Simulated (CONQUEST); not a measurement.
## Energy of SiC along an even scaling of the cell

System: SiC (P6₃mc, 8 atoms in the cell).
Method: Kohn-Sham DFT of a periodic cell, LDA, PseudoDojo NC LDA, no spin polarisation (CONQUEST 1.3).

The 7 runs differ only in the geometry, by an even scaling of the cell at fixed fractional positions. The structure derives from an entry of the Crystallography Open Database.

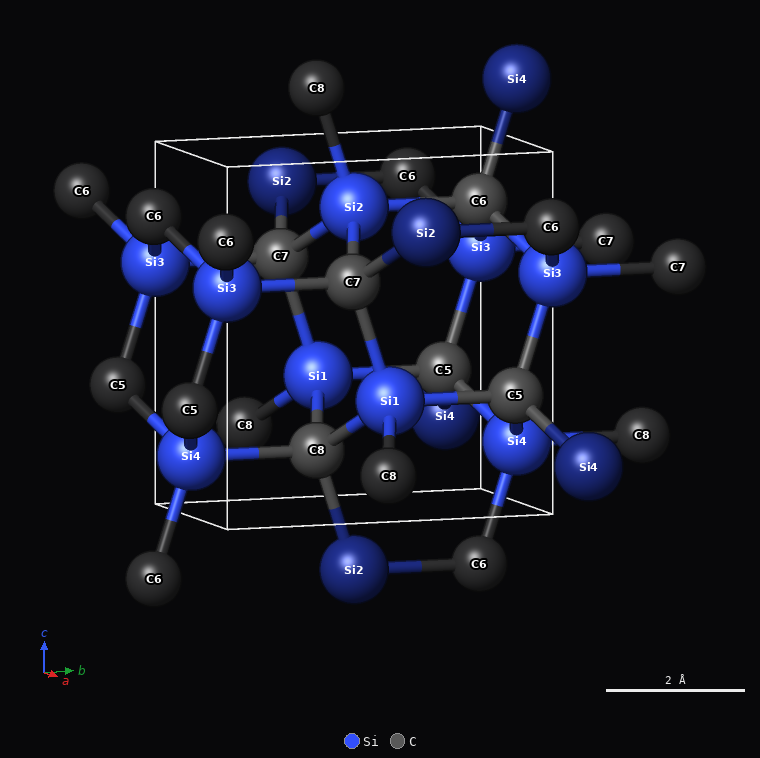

Figure 1. The structure of run 4 (ball-and-stick view of the cell of the calculation, seen slightly off an axis; neighbours outside the cell are drawn fainter; atoms are numbered from 1 in the order of the input).

**Input of run 4**
```
IO.Title SiC
IO.Coordinates coords.dat
IO.FractionalAtomicCoords T
IO.Iprint 2
IO.Iprint_init 1
General.NumberOfSpecies 2
General.PseudopotentialType hamann
AtomMove.TypeOfRun static
AtomMove.FullStress T
Grid.PointsAlongX 32
Grid.PointsAlongY 48
Grid.PointsAlongZ 60
DM.SolutionMethod diagon
Diag.MPMesh T
Diag.GammaCentred T
Diag.MPMeshX 7
Diag.MPMeshY 5
Diag.MPMeshZ 4
Diag.kT 0.00183747
minE.SCTolerance 1e-6
SC.MaxIters 100
IO.AtomChargeOutput T
%block ChemicalSpeciesLabel
1 28.090 Si
2 12.010 C
%endblock
```

Command:
```bash
Conquest
```

Lattice vectors (Å) and fractional positions of run 4:
```
   3.076000    0.000000    0.000000
   0.000000    5.048000    0.000000
   0.000000    0.000000    5.327788
Si  0.000000  0.500000  0.333333
Si  0.500000  0.500000  0.833333
Si  0.000000  0.000000  0.666667
Si  0.500000  0.000000  0.166667
C   0.000000  0.885000  0.333333
C   0.500000  0.885000  0.833333
C   0.000000  0.385000  0.666667
C   0.500000  0.385000  0.166667
```

Run 2 has the same physical settings and fractional positions; its lattice vectors (Å) are:
```
   3.034427    0.000000    0.000000
   0.000000    4.979775    0.000000
   0.000000    0.000000    5.255782
```

**Results, with one run withheld**

```tsv
run	volume per atom (Å³)	free energy per atom, from the lowest run given (meV)	pressure (GPa)	gap on the mesh (eV)
1	9.721	19.35	12.79	2.14
2	9.927	?	?	?
3	10.134	0.00	2.33	2.21
4	10.341	0.01	−2.16	2.24
5	10.548	5.68	−6.39	2.28
6	10.755	16.15	−9.81	2.31
7	10.961	31.07	−13.26	2.33
```

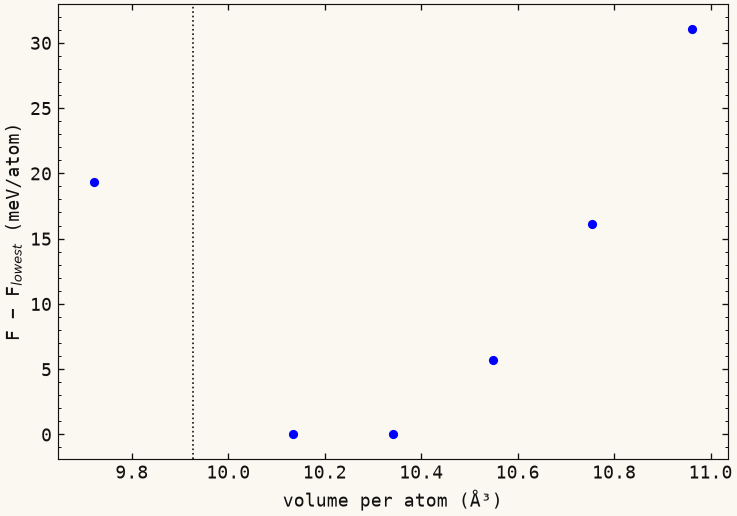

Figure 2. Free energy per atom of the runs given; the dotted line marks run 2.

Fit the runs given and predict run 2.

A cubic polynomial in V^(−2/3) (the Birch–Murnaghan form), fitted to the 6 runs given, misses them by at most 0.05 meV per atom. With x = V^(−2/3) − 0.20993 Å⁻², it reads F = 1.0177 − 1576.8 x + 3.5608e+05 x² + 6.379e+05 x³ (meV per atom). At run 2 it gives 6.20 meV per atom, and the run itself gives 6.30. The slope of the fit gives a pressure −dF/dV of 7.42 GPa there, and the run prints 7.52 GPa. The two needn't agree exactly: the fit is approximate, and the printed stress is taken on a finite basis. The fit has its minimum at 10.235 Å³ per atom, where V d²F/dV² gives 226 GPa. Cell shape and fractional positions are held, so this is the stiffness under even scaling; the relaxed bulk modulus wasn't computed. The gap on the mesh goes, without turning, from 2.14 eV in run 1 to 2.33 eV in run 7; run 2 has 2.17 eV. These are gaps of this functional on this mesh, which can miss the band edges; they aren't the measured gap.

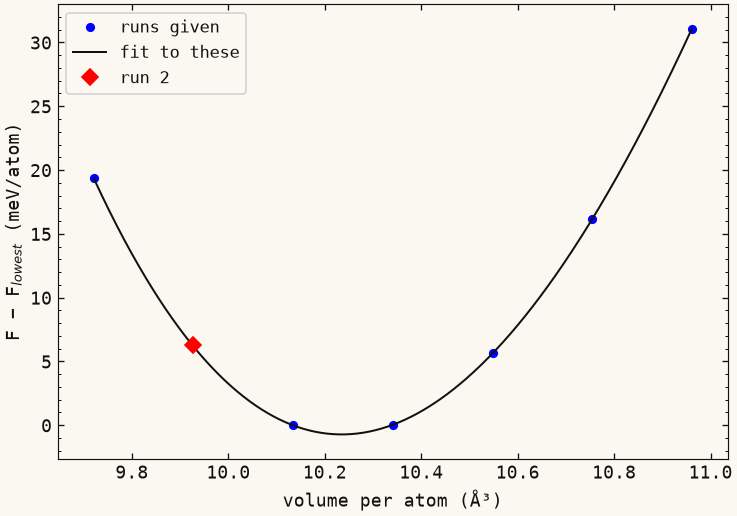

Figure 3. The fit and the withheld run.

**Some lines of the output (run 2)**
```
[...]
      Using Fermi-Dirac smearing
          DFT Total Energy                 :       -40.848138007422236 Ha
          DFT Total Energy                 :       -41.199381089536359 Ha
          DFT Total Energy                 :       -41.211769557796018 Ha
          DFT Total Energy                 :       -41.211886623615882 Ha
          DFT Total Energy                 :       -41.211889975407146 Ha
          DFT Total Energy                 :       -41.211890346528151 Ha
          DFT Total Energy                 :       -41.211890352537225 Ha
      |* DFT total energy        =       -41.211890352537225 Ha
    force: Average pressure:      7.52331555 GPa
```

Notes: With a small basis of atomic orbitals these values can differ much from converged plane-wave results.
